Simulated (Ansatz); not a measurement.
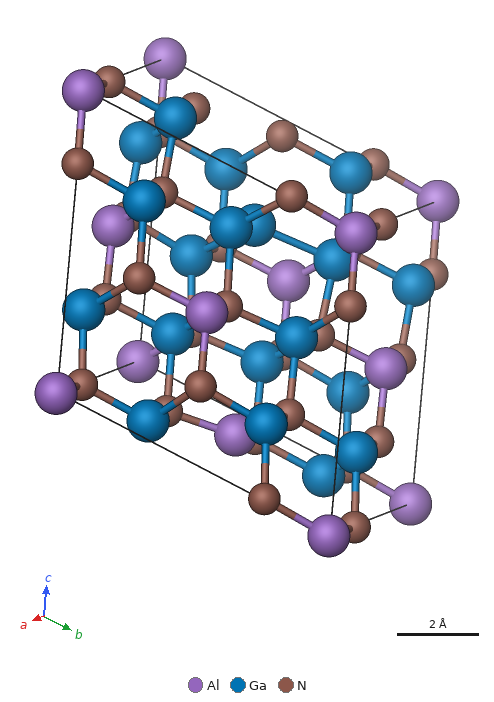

*The starting structure (ball-and-stick view of the cell of the calculation, seen slightly off an axis). An atom can appear more than once, as a periodic image.*

## Geometry relaxation, with input and output: Al$_{4}$Ga$_{13}$N$_{15}$ (charge −1) (part 1 of 3)

The run: geometry relaxation of Al$_{4}$Ga$_{13}$N$_{15}$ (defect cell, 32 atoms in the cell, total charge −1). Method and program: DFT PBEsol, scalar-relativistic, plane waves, PAW, spin-polarised (Ansatz 0.2.0).

The structure derives from a Materials Project entry. It belongs to a series of runs on one base structure; here: Ga on a N site (e), charge -1, atoms relaxed at the host's cell.

## Input
```yaml
crystal:
  lattice:
    - [-4.4676279096, 4.4676279096, 4.4676279096]
    - [4.4676279096, -4.4676279096, 4.4676279096]
    - [4.4676279096, 4.4676279096, -4.4676279096]
  atoms:
    - { symbol: Al, position: [-0.0051179337, -0.0051179337, -0.0060330331] }
    - { symbol: Al, position: [0.5, 0.5, 0.0422225513], spin: 0.2 }
    - { symbol: Al, position: [0.5, 0.0051179337, 0.4990849006] }
    - { symbol: Al, position: [0.0051179337, 0.5, 0.4990849006] }
    - { symbol: Ga, position: [0.2076084465, 0.2076084465, 0.4654182222], spin: 0.2 }
    - { symbol: Ga, position: [0.7522390038, 0.7522390038, 0.5086805137] }
    - { symbol: Ga, position: [0.7544573595, 0.259463473, 0.0023026119] }
    - { symbol: Ga, position: [0.259463473, 0.7544573595, 0.0023026119] }
    - { symbol: Ga, position: [0.2477609962, 0.5, 0.2564415099] }
    - { symbol: Ga, position: [0.740536527, -0.0050061134, 0.242839139] }
    - { symbol: Ga, position: [0.7923915535, 0.5, 0.7578097756], spin: 0.2 }
    - { symbol: Ga, position: [0.2455426405, 0.0050061134, 0.7478452524] }
    - { symbol: Ga, position: [0.5, 0.2477609962, 0.2564415099] }
    - { symbol: Ga, position: [-0.0050061134, 0.740536527, 0.242839139] }
    - { symbol: Ga, position: [0.0050061134, 0.2455426405, 0.7478452524] }
    - { symbol: Ga, position: [0.5, 0.7923915535, 0.7578097756], spin: 0.2 }
    - { symbol: Ga, position: [0.5, 0.5, 0.7352749938], spin: 0.2 }
    - { symbol: "N", position: [-0.0005158915, -0.0005158915, 0.7551822319] }
    - { symbol: "N", position: [0.0005158915, 0.5, 0.2556981234] }
    - { symbol: "N", position: [0.5, 0.0005158915, 0.2556981234] }
    - { symbol: "N", position: [0.5, 0.7601030168, 0.4942584087] }
    - { symbol: "N", position: [-0.0186555793, 0.2454499236, 0.4910538869] }
    - { symbol: "N", position: [0.0186555793, 0.7641055028, 0.0097094661] }
    - { symbol: "N", position: [0.5, 0.2513106235, 0.0037052254] }
    - { symbol: "N", position: [0.7601030168, 0.5, 0.4942584087] }
    - { symbol: "N", position: [0.2454499236, -0.0186555793, 0.4910538869] }
    - { symbol: "N", position: [0.2513106235, 0.5, 0.0037052254] }
    - { symbol: "N", position: [0.7641055028, 0.0186555793, 0.0097094661] }
    - { symbol: "N", position: [0.2398969832, 0.2398969832, 0.2341553919] }
    - { symbol: "N", position: [0.7486893765, 0.7486893765, 0.2523946018] }
    - { symbol: "N", position: [0.7545500764, 0.2358944972, 0.7456039633] }
    - { symbol: "N", position: [0.2358944972, 0.7545500764, 0.7456039633] }
  host:
    lattice:
      - [4.4676279096, 0.0, 0.0]
      - [0.0, 4.4676279096, 0.0]
      - [0.0, 0.0, 4.4676279096]
    atoms:
      - { symbol: Al, position: [0.0, 0.0, 0.0] }
      - { symbol: Ga, position: [0.5, 0.5, 0.0] }
      - { symbol: Ga, position: [0.5, 0.0, 0.5] }
      - { symbol: Ga, position: [0.0, 0.5, 0.5] }
      - { symbol: "N", position: [0.7550309218, 0.7550309218, 0.2449690782] }
      - { symbol: "N", position: [0.7550309218, 0.2449690782, 0.7550309218] }
      - { symbol: "N", position: [0.2449690782, 0.7550309218, 0.7550309218] }
      - { symbol: "N", position: [0.2449690782, 0.2449690782, 0.2449690782] }
total_charge: -1
basis:
  ecutwfc: 420
  xc_grid: 2
kpoints:
  mp_grid: { grid: [2, 2, 2], shift: [0.5, 0.5, 0.5] }
hamiltonian:
  xc: pbesol
scf:
  occupations: { method: gaussian, width: 0.01 }
output:
  forces: true
  stress: false
  eigenvalues: true
  populations: true
  charged_corrections:
    defect_position: [0.5, 0.5, 0.75503092]
    epsilon: [[9.9239, 0.0, 0.0], [0.0, 9.9239, 0.0], [0.0, 0.0, 9.9239]]
  write_density: true
  write_potential: true
  elf: true
  volumetric_format: npy
magnetization:
  spin_polarized: true
relax:
  adjacent_minimum: "off"
  f_tol: 0.025
  max_steps: 45
```

Machine: 4 threads of Arm Neoverse V1, 24 GiB of memory available, shared host.

Launch command:
```bash
ansatz run input.yaml --threads 4 --pin off --max-ram 10240MiB --backend cpu --events-out ev --progress --plain --runs-dir out
```

## The program's output
```
Engine: ansatz 0.2.0, aarch64-unknown-linux-gnu
Pseudopotentials: kind: paw
Pseudopotential: Al, paw, valence charge 3, recommended cutoff 420 eV (normal), Al.paw.azcp
Pseudopotential: Ga, paw, valence charge 13, recommended cutoff 420 eV (normal), Ga.paw.azcp
Pseudopotential: N, paw, valence charge 5, recommended cutoff 420 eV (normal), N.paw.azcp
Functional definition: PBEsol
  exchange = pbesol_x
  correlation = pbesol_c
Crystal: 32 atoms, lattice volume = 356.690 Å³
Basis set: ecut = 420 eV, 6963 PW (Γ), exchange–correlation on 108×108×108 points (8 copies of the dense FFT grid, shifted against one another)
Bands: 161, of which v1, the nominal top of the filled ones, is band 129 counted from 1 (128 counted from 0)
Symmetry: 6 space group operations
Space group: R3m (ITA 160), of the structure as read, at distance tolerance 7.1e-5 Å
Magnetic group: BNS 160.65 (UNI 1295), of the structure as read, at distance tolerance 7.1e-5 Å
k-points: 2 of 8 (time reversal used)
Non-local potential: Al, projectors of the file, l = 0: 2, l = 1: 2, l = 2: 1
Non-local potential: Ga, projectors of the file, l = 0: 2, l = 1: 2, l = 2: 3, l = 3: 1
Non-local potential: N, projectors of the file, l = 0: 2, l = 1: 2, l = 2: 1
PAW form: soft (Blöchl's): semilocal exchange-correlation on the pseudo side does not see the compensation charge
PAW frozen core: Al, regenerated for the run's functional, and the local potential with it (the file was generated under x = pbe(κ = 0.804, μ = 0.2195149727645171), c = pbe(β = 0.06672455060314922))
PAW frozen core: Ga, regenerated for the run's functional, and the local potential with it (the file was generated under x = pbe(κ = 0.804, μ = 0.2195149727645171), c = pbe(β = 0.06672455060314922))
PAW frozen core: N, regenerated for the run's functional, and the local potential with it (the file was generated under x = pbe(κ = 0.804, μ = 0.2195149727645171), c = pbe(β = 0.06672455060314922))
PAW one-centre angular grid: Al, 110 points (default); XC on 64 Gauss nodes
PAW one-centre angular grid: Ga, 590 points (default); XC on 64 Gauss nodes
PAW one-centre angular grid: N, 110 points (default); XC on 64 Gauss nodes
Initial density: superposition of atomic densities (chi_scale 0.1, normalization cell, long waves kept (reshape's long-wave potential 0.34 eV rms))
Starting moments: Σ|m| = 1 μB on 5 of 32 sites
Initial wavefunctions: pseudopotential atomic-orbital guess
Functional: x = pbesol(κ = 0.804, μ = 0.12345679012345678), c = pbesol(β = 0.046)
SCF iter   1: F=—  HF=-56454.965628 eV  |F-HF|=—  |Δ(HF+E_count)|=         —  Δρ=4.76e-2 (↑4.64e-2 ↓4.76e-2)  dr2=3.90e1  dr2_m=3.30e-1  M=0.500 μB ∫|m|=0.515 μB  β_m=0.30  ethr=3.10e-3  ⟨swp⟩=6.0  Hψ=2346  notcnv=0  defer=36
preconditioner: auto → Resta (q_TF=auto, 2.583 Å⁻¹)  ε∞=4.7  [insulator: Δε(μ)=0.073 eV  Ē_g=16.391 eV  σ=0.010 eV  W_gap=0.67  n_scr=86 (ndim 8)  ℏωp=31.5 eV  f_vac=0.000  D(μ)=38.57/eV (n_scr^D=530)  ε∞_Penn≈4.7]
spin=Collinear: Resta preconditioning applied to the charge; magnetization (m = ρ↑ − ρ↓) channel mixes plain (no charge-response kernel on spin).
SCF iter   2: F=—  HF=-56447.618119 eV  |F-HF|=—  |Δ(HF+E_count)|=    7.35e0  Δρ=2.88e-2 (↑2.85e-2 ↓2.88e-2)  dr2=1.48e1  dr2_m=1.75e-1  M=0.731 μB ∫|m|=0.739 μB  β_m=0.30  ethr=3.10e-3  ⟨swp⟩=2.0  Hψ=943  notcnv=0  defer=103
SCF iter   3: F=—  HF=-56443.793175 eV  |F-HF|=—  |Δ(HF+E_count)|=    3.82e0  Δρ=1.43e-2 (↑1.41e-2 ↓1.43e-2)  dr2=2.19e0  dr2_m=1.04e-1  M=1.000 μB ∫|m|=1.005 μB  β_m=0.30  ethr=3.10e-3  ⟨swp⟩=3.2  Hψ=1095  notcnv=0  defer=103
SCF iter   4: F=—  HF=-56443.287456 eV  |F-HF|=—  |Δ(HF+E_count)|=   5.06e-1  Δρ=5.27e-3 (↑4.88e-3 ↓5.27e-3)  dr2=9.05e-2  dr2_m=5.36e-2  M=1.000 μB ∫|m|=1.009 μB  β_m=0.30  ethr=8.51e-4  ⟨swp⟩=2.8  Hψ=809  notcnv=0  defer=108
SCF iter   5: F=—  HF=-56443.302410 eV  |F-HF|=—  |Δ(HF+E_count)|=   1.50e-2  Δρ=3.58e-3 (↑3.43e-3 ↓3.58e-3)  dr2=4.53e-2  dr2_m=2.82e-2  M=1.000 μB ∫|m|=1.014 μB  β_m=0.30  ethr=3.52e-5  ⟨swp⟩=2.0  Hψ=694  notcnv=0  defer=108
SCF iter   6: F=—  HF=-56443.314967 eV  |F-HF|=—  |Δ(HF+E_count)|=   1.26e-2  Δρ=2.35e-3 (↑2.35e-3 ↓2.04e-3)  dr2=2.46e-3  dr2_m=1.51e-2  M=1.000 μB ∫|m|=1.020 μB  β_m=0.30  ethr=1.76e-5  ⟨swp⟩=3.8  Hψ=1076  notcnv=0  defer=108
SCF iter   7: F=—  HF=-56443.320565 eV  |F-HF|=—  |Δ(HF+E_count)|=   5.60e-3  Δρ=1.67e-3 (↑1.67e-3 ↓1.50e-3)  dr2=6.58e-4  dr2_m=8.06e-3  M=1.000 μB ∫|m|=1.026 μB  β_m=0.30  ethr=9.56e-7  ⟨swp⟩=2.0  Hψ=1154  notcnv=0  defer=108
Mixer restart at iter 7: flushing history
spin-set hold released at iteration 7 (site moments contracting): the magnetisation degrees of freedom join the quasi-Newton model from the next iteration; the mixer history was flushed
SCF iter   8: F=—  HF=-56443.324052 eV  |F-HF|=—  |Δ(HF+E_count)|=   3.49e-3  Δρ=1.21e-3 (↑1.21e-3 ↓1.11e-3)  dr2=3.64e-4  dr2_m=4.32e-3  M=1.000 μB ∫|m|=1.031 μB  β_m=0.65  ethr=2.56e-7  ⟨swp⟩=2.0  Hψ=784  notcnv=0  defer=108
SCF iter   9: F=—  HF=-56443.328988 eV  |F-HF|=—  |Δ(HF+E_count)|=   4.94e-3  Δρ=1.12e-4 (↑7.47e-5 ↓1.12e-4)  dr2=3.17e-5  dr2_m=2.07e-5  M=1.000 μB ∫|m|=1.049 μB  β_m=0.77  ethr=1.42e-7  ⟨swp⟩=3.0  Hψ=1265  notcnv=0  defer=108
SCF iter  10: F=—  HF=-56443.329036 eV  |F-HF|=—  |Δ(HF+E_count)|=   4.82e-5  Δρ=3.97e-5 (↑3.86e-5 ↓3.97e-5)  dr2=8.27e-6  dr2_m=2.75e-6  M=1.000 μB ∫|m|=1.051 μB  β_m=0.73  ethr=6.08e-9  ⟨swp⟩=20.0  Hψ=6574  notcnv=0
SCF iter  11: F=—  HF=-56443.329036 eV  |F-HF|=—  |Δ(HF+E_count)|=   1.72e-7  Δρ=1.04e-5 (↑9.39e-6 ↓1.04e-5)  dr2=7.44e-7  dr2_m=1.41e-7  M=1.000 μB ∫|m|=1.052 μB  β_m=0.75  ethr=3.22e-9  ⟨swp⟩=11.0  Hψ=5254  notcnv=0
SCF iter  12: F=-56443.329036 eV  HF=-56443.329037 eV  |F-HF|=5.12e-8  |Δ(HF+E_count)|=   1.94e-7  Δρ=3.23e-6 (↑3.04e-6 ↓3.23e-6)  dr2=1.01e-7  dr2_m=5.03e-9  M=1.000 μB ∫|m|=1.052 μB  ethr=2.90e-10  ⟨swp⟩=9.0  Hψ=4136  notcnv=0
SCF 1 converged in 12 iterations: F = -56443.329036 eV  dr2 = 1.01e-7
  greatest PAW one-centre occupation: 0.996 electrons in one spin orbital (limit 2), on the Ga atom at site 11 (counted from 0), in its partial waves of l = 2
relax step   1: F+E_penalty+E_count = -56443.32903648 eV  Δ(F+E_penalty+E_count) = +0.000e0 eV  max|allowed force component| = 7.769e-1 eV/Å  Δτ_max = 0.0000 Å  (12 SCF iters, dr2 threshold 1.56e-5 eV, accepted)
Initial density: handed on by an earlier stage of this run
Starting moments: Σ|m| = 1 μB on 5 of 32 sites; this step starts from the density that it was given
Initial wavefunctions: those handed on with the density
iter 1 solved again at ethr=6.76e-6 eV; its pass at ethr=3.10e-3 eV (dr2=1.74e-2 eV) is discarded
SCF iter   1: F=—  HF=-56443.482923 eV  |F-HF|=—  |Δ(HF+E_count)|=         —  Δρ=2.21e-3 (↑1.62e-3 ↓2.21e-3)  dr2=1.79e-2  dr2_m=4.08e-3  M=1.000 μB ∫|m|=1.051 μB  β_m=0.30  ethr=6.76e-6  ⟨swp⟩=2.0  Hψ=1770  notcnv=0  defer=112
preconditioner: auto → Resta (q_TF=auto, 2.583 Å⁻¹)  ε∞=4.8  [insulator: Δε(μ)=0.311 eV  Ē_g=16.216 eV  σ=0.010 eV  W_gap=1.00  n_scr=86 (ndim 8)  ℏωp=31.5 eV  f_vac=0.000  D(μ)=0.00/eV (n_scr^D=0)  ε∞_Penn≈4.8]
spin=Collinear: Resta preconditioning applied to the charge; magnetization (m = ρ↑ − ρ↓) channel mixes plain (no charge-response kernel on spin).
SCF iter   2: F=—  HF=-56443.482018 eV  |F-HF|=—  |Δ(HF+E_count)|=   9.05e-4  Δρ=1.56e-3 (↑1.15e-3 ↓1.56e-3)  dr2=8.52e-3  dr2_m=2.04e-3  M=1.000 μB ∫|m|=1.051 μB  β_m=0.64  ethr=6.76e-6  ⟨swp⟩=2.0  Hψ=558  notcnv=0  defer=112
SCF iter   3: F=—  HF=-56443.481510 eV  |F-HF|=—  |Δ(HF+E_count)|=   5.08e-4  Δρ=1.59e-4 (↑1.49e-4 ↓1.59e-4)  dr2=2.88e-4  dr2_m=6.80e-6  M=1.000 μB ∫|m|=1.052 μB  β_m=0.61  ethr=3.31e-6  ⟨swp⟩=2.2  Hψ=791  notcnv=0  defer=112
SCF iter   4: F=—  HF=-56443.481471 eV  |F-HF|=—  |Δ(HF+E_count)|=   3.91e-5  Δρ=5.16e-5 (↑5.16e-5 ↓5.10e-5)  dr2=3.89e-5  dr2_m=6.36e-7  M=1.000 μB ∫|m|=1.052 μB  β_m=0.77  ethr=1.12e-7  ⟨swp⟩=2.0  Hψ=1002  notcnv=0  defer=112
SCF iter   5: F=-56443.481465 eV  HF=-56443.481470 eV  |F-HF|=4.72e-6  |Δ(HF+E_count)|=   1.18e-6  Δρ=1.95e-5 (↑1.95e-5 ↓1.72e-5)  dr2=4.59e-6  dr2_m=4.42e-8  M=1.000 μB ∫|m|=1.053 μB  ethr=1.47e-8  ⟨swp⟩=18.0  Hψ=6081  notcnv=0
SCF 2 converged in 5 iterations: F = -56443.481465 eV  dr2 = 4.59e-6
  greatest PAW one-centre occupation: 0.996 electrons in one spin orbital (limit 2), on the Ga atom at site 7 (counted from 0), in its partial waves of l = 2
relax step   2: F+E_penalty+E_count = -56443.48146536 eV  Δ(F+E_penalty+E_count) = -1.524e-1 eV  max|allowed force component| = 1.885e-1 eV/Å  Δτ_max = 0.0373 Å  (5 SCF iters, dr2 threshold 3.77e-5 eV, accepted)
SCF iter   1: F=—  HF=-56443.496620 eV  |F-HF|=—  |Δ(HF+E_count)|=         —  Δρ=6.87e-4 (↑5.81e-4 ↓6.87e-4)  dr2=2.90e-3  dr2_m=4.79e-4  M=1.000 μB ∫|m|=1.051 μB  β_m=0.30  ethr=6.12e-6  ⟨swp⟩=3.0  Hψ=1331  notcnv=0  defer=112
preconditioner: auto → Resta (q_TF=auto, 2.583 Å⁻¹)  ε∞=4.8  [insulator: Δε(μ)=0.267 eV  Ē_g=16.213 eV  σ=0.010 eV  W_gap=1.00  n_scr=86 (ndim 8)  ℏωp=31.5 eV  f_vac=0.000  D(μ)=0.00/eV (n_scr^D=0)  ε∞_Penn≈4.8]
spin=Collinear: Resta preconditioning applied to the charge; magnetization (m = ρ↑ − ρ↓) channel mixes plain (no charge-response kernel on spin).
SCF iter   2: F=—  HF=-56443.496330 eV  |F-HF|=—  |Δ(HF+E_count)|=   2.90e-4  Δρ=4.77e-4 (↑4.02e-4 ↓4.77e-4)  dr2=1.34e-3  dr2_m=2.39e-4  M=1.000 μB ∫|m|=1.051 μB  β_m=0.60  ethr=1.13e-6  ⟨swp⟩=1.0  Hψ=744  notcnv=0  defer=112
SCF iter   3: F=—  HF=-56443.496053 eV  |F-HF|=—  |Δ(HF+E_count)|=   2.77e-4  Δρ=7.95e-5 (↑7.95e-5 ↓7.60e-5)  dr2=5.90e-5  dr2_m=2.80e-6  M=1.000 μB ∫|m|=1.051 μB  β_m=0.57  ethr=5.20e-7  ⟨swp⟩=2.0  Hψ=756  notcnv=0  defer=112
SCF iter   4: F=—  HF=-56443.496042 eV  |F-HF|=—  |Δ(HF+E_count)|=   1.15e-5  Δρ=2.16e-5 (↑2.06e-5 ↓2.16e-5)  dr2=5.86e-6  dr2_m=7.58e-8  M=1.000 μB ∫|m|=1.051 μB  β_m=0.76  ethr=2.30e-8  ⟨swp⟩=2.0  Hψ=996  notcnv=0  defer=112
iter 5 did not close the SCF: its close was put off for a magnetic moment that had not settled (scf_convergence_deferred on its scf_iter line)
SCF iter   5: F=-56443.496040 eV  HF=-56443.496042 eV  |F-HF|=1.76e-6  |Δ(HF+E_count)|=   1.78e-8  Δρ=8.84e-6 (↑8.32e-6 ↓8.84e-6)  dr2=1.09e-6  dr2_m=5.95e-9  M=1.000 μB ∫|m|=1.051 μB  β_m=0.64  ethr=8.64e-10  ⟨swp⟩=16.0  Hψ=5640  notcnv=0
SCF iter   6: F=-56443.496041 eV  HF=-56443.496041 eV  |F-HF|=2.81e-9  |Δ(HF+E_count)|=   5.78e-7  Δρ=2.64e-6 (↑2.64e-6 ↓2.45e-6)  dr2=8.05e-8  dr2_m=2.19e-9  M=1.000 μB ∫|m|=1.051 μB  ethr=4.22e-10  ⟨swp⟩=6.5  Hψ=3952  notcnv=0
SCF 3 converged in 6 iterations: F = -56443.496041 eV  dr2 = 8.05e-8
  greatest PAW one-centre occupation: 0.996 electrons in one spin orbital (limit 2), on the Ga atom at site 13 (counted from 0), in its partial waves of l = 2
relax step   3: F+E_penalty+E_count = -56443.49604105 eV  Δ(F+E_penalty+E_count) = -1.458e-2 eV  max|allowed force component| = 5.202e-2 eV/Å  Δτ_max = 0.0154 Å  (6 SCF iters, dr2 threshold 2.22e-6 eV, accepted)
SCF iter   1: F=—  HF=-56443.498052 eV  |F-HF|=—  |Δ(HF+E_count)|=         —  Δρ=3.74e-4 (↑3.74e-4 ↓3.61e-4)  dr2=9.23e-4  dr2_m=1.60e-4  M=1.000 μB ∫|m|=1.050 μB  β_m=0.30  ethr=4.25e-6  ⟨swp⟩=3.0  Hψ=1326  notcnv=0  defer=112
preconditioner: auto → Resta (q_TF=auto, 2.583 Å⁻¹)  ε∞=4.8  [insulator: Δε(μ)=0.249 eV  Ē_g=16.213 eV  σ=0.010 eV  W_gap=1.00  n_scr=86 (ndim 8)  ℏωp=31.5 eV  f_vac=0.000  D(μ)=0.00/eV (n_scr^D=0)  ε∞_Penn≈4.8]
spin=Collinear: Resta preconditioning applied to the charge; magnetization (m = ρ↑ − ρ↓) channel mixes plain (no charge-response kernel on spin).
SCF iter   2: F=—  HF=-56443.497966 eV  |F-HF|=—  |Δ(HF+E_count)|=   8.58e-5  Δρ=2.65e-4 (↑2.65e-4 ↓2.52e-4)  dr2=4.54e-4  dr2_m=7.99e-5  M=1.000 μB ∫|m|=1.050 μB  β_m=0.63  ethr=3.59e-7  ⟨swp⟩=1.0  Hψ=744  notcnv=0  defer=112
SCF iter   3: F=—  HF=-56443.497909 eV  |F-HF|=—  |Δ(HF+E_count)|=   5.65e-5  Δρ=4.47e-5 (↑4.47e-5 ↓4.25e-5)  dr2=2.25e-5  dr2_m=3.66e-7  M=1.000 μB ∫|m|=1.050 μB  β_m=0.59  ethr=1.77e-7  ⟨swp⟩=2.0  Hψ=768  notcnv=0  defer=112
SCF iter   4: F=—  HF=-56443.497817 eV  |F-HF|=—  |Δ(HF+E_count)|=   9.28e-5  Δρ=1.31e-5 (↑1.30e-5 ↓1.31e-5)  dr2=2.11e-6  dr2_m=3.09e-8  M=1.000 μB ∫|m|=1.050 μB  β_m=0.78  ethr=8.76e-9  ⟨swp⟩=2.0  Hψ=1026  notcnv=0  defer=112
SCF iter   5: F=—  HF=-56443.497816 eV  |F-HF|=—  |Δ(HF+E_count)|=   1.04e-7  Δρ=4.06e-6 (↑4.06e-6 ↓3.96e-6)  dr2=1.74e-7  dr2_m=1.44e-9  M=1.000 μB ∫|m|=1.050 μB  β_m=0.66  ethr=8.20e-10  ⟨swp⟩=2.0  Hψ=1004  notcnv=0  defer=112
iter 6 did not close the SCF: its close was put off for a magnetic moment that had not settled (scf_convergence_deferred on its scf_iter line)
SCF iter   6: F=-56443.497816 eV  HF=-56443.497816 eV  |F-HF|=1.67e-9  |Δ(HF+E_count)|=   1.28e-7  Δρ=1.50e-6 (↑1.50e-6 ↓1.33e-6)  dr2=1.96e-8  dr2_m=7.46e-10  M=1.000 μB ∫|m|=1.050 μB  β_m=0.74  ethr=3.89e-11  ⟨swp⟩=13.5  Hψ=4432  notcnv=0
SCF iter   7: F=-56443.497816 eV  HF=-56443.497816 eV  |F-HF|=1.31e-10  |Δ(HF+E_count)|=   4.04e-9  Δρ=5.01e-7 (↑5.01e-7 ↓4.56e-7)  dr2=2.81e-9  dr2_m=7.19e-11  M=1.000 μB ∫|m|=1.050 μB  ethr=7.63e-12  ⟨swp⟩=4.5  Hψ=3198  notcnv=0
SCF 4 converged in 7 iterations: F = -56443.497816 eV  dr2 = 2.81e-9
  greatest PAW one-centre occupation: 0.996 electrons in one spin orbital (limit 2), on the Ga atom at site 6 (counted from 0), in its partial waves of l = 2
relax step   4: F+E_penalty+E_count = -56443.49781633 eV  Δ(F+E_penalty+E_count) = -1.775e-3 eV  max|allowed force component| = 1.216e-2 eV/Å  Δτ_max = 0.0105 Å  (7 SCF iters, accepted)
```

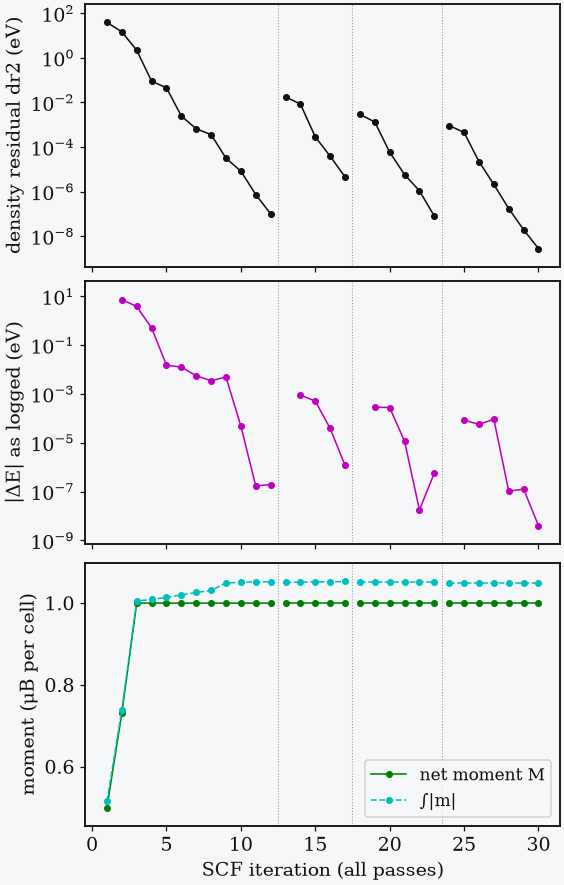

*Convergence of the self-consistent field: density residual dr2, size of the energy change and magnetic moment against the SCF iteration. The dotted lines part the SCF passes of the relaxation: geometry steps, rejected trials and re-solves on a re-selected basis.*

The passes take 12, 5, 6 and 7 iterations. The net moment goes from 0.5 to 1.0 μB per cell.
